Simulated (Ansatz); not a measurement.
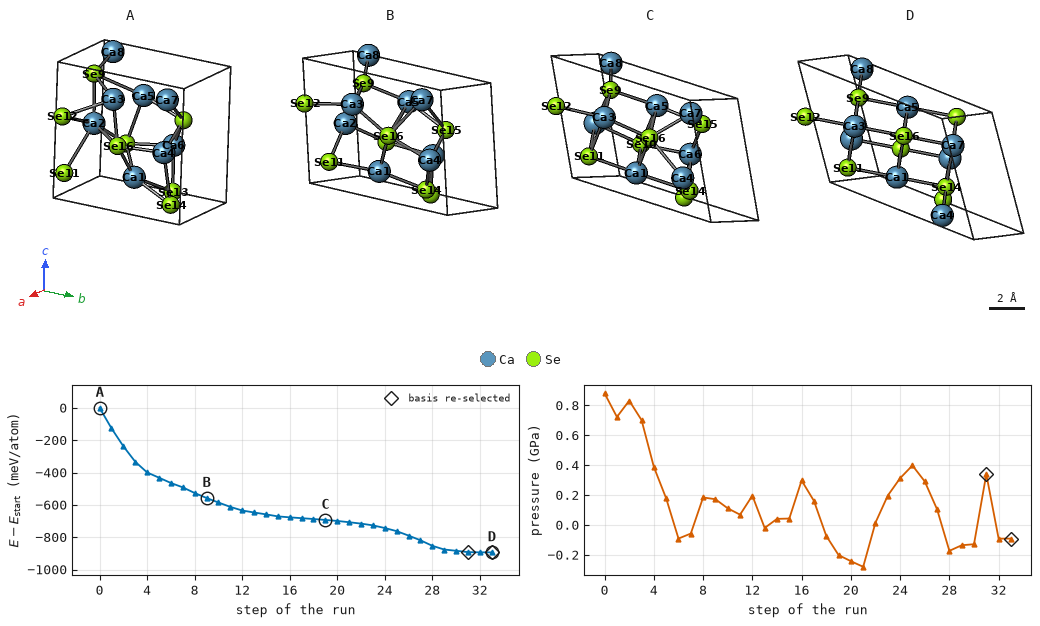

Frames of a relaxation of an amorphous cell of composition CaSe (coarse preliminary run), marked on the history of the run. A ball-and-stick model of the cell of the calculation, reduced to other axes, seen slightly off an axis. Lengths and directions refer to the drawn axes.

Case: atoms packed at random at 1.08 times the crystal's volume.

These are results of Ansatz, DFT PBE, scalar-relativistic, plane waves, PAW, not measurements. Settings: plane-wave cutoff 420 eV; k-point mesh 1 × 1 × 1; occupations gaussian; smearing width 0.1 eV; mesh shifted by (0.25, 0.25, 0.25); no spin polarisation; cell and atoms relaxed; force threshold 0.04 eV/Å; at most 70 steps.

> What happens along the run?

The largest move relative to the cell is that of Ca4, 2.77 Å along [1 0 −2]. By element the largest moves are Ca 2.77 Å, Se 2.15 Å. The volume changes by −7.6 %, with a 7.256 → 7.411 Å (+2.1 %), b 7.946 → 9.333 Å (+17.5 %), c 8.042 → 7.400 Å (−8.0 %), α 97.6° → 123.0°, β 95.2° → 80.2°, γ 92.5° → 97.7°. Among the contacts that change: Ca4–Se15 8.528 → 3.020 Å, Ca4–Se16 8.304 → 2.970 Å, Ca2–Se15 7.074 → 2.970 Å, Ca7–Se13 2.844 → 6.728 Å. New bonds form: Ca1–Se11 (4.40 → 2.95 Å), Ca1–Se13 (another periodic image) (4.81 → 3.02 Å), Ca2–Se12 (4.01 → 3.02 Å), Ca2–Se14 (4.51 → 2.95 Å). Bonds break: Ca1–Se13 (3.33 → 5.25 Å), Ca2–Se15 (3.13 → 5.24 Å), Ca2–Se16 (2.93 → 5.07 Å), Ca4–Se15 (2.90 → 6.73 Å). Bond angles that change, for instance: Se12–Ca3–Se16 77.5° → 180.0°, Se12–Ca7–Se15 90.2° → 180.0°, Se9–Ca1–Se16 100.9° → 180.0°. Over 31 accepted moves (33 points after the start) the energy falls by 894 meV per atom. Largest force component: 2.6 eV/Å at the start, 0.0022 eV/Å at the end. Pressure: 0.88 GPa at the start and −0.09 GPa at the end. At 2 points the geometry stayed and the basis and grid were re-selected for the new cell (energy shift of 8.3 meV per atom at most each time). From step 0 to 9: Ca1 moves most (1.40 Å), volume +4.1 %, energy −558 meV per atom. From step 9 to 19: Ca7 moves most (1.26 Å), volume −5.6 %, energy −136 meV per atom. From step 19 to 33: Ca4 moves most (1.42 Å), volume −6.0 %, energy −200 meV per atom.

Limits of the set-up: the periodic images lie only 7.3 Å apart, so the values are limited by the cell's size.
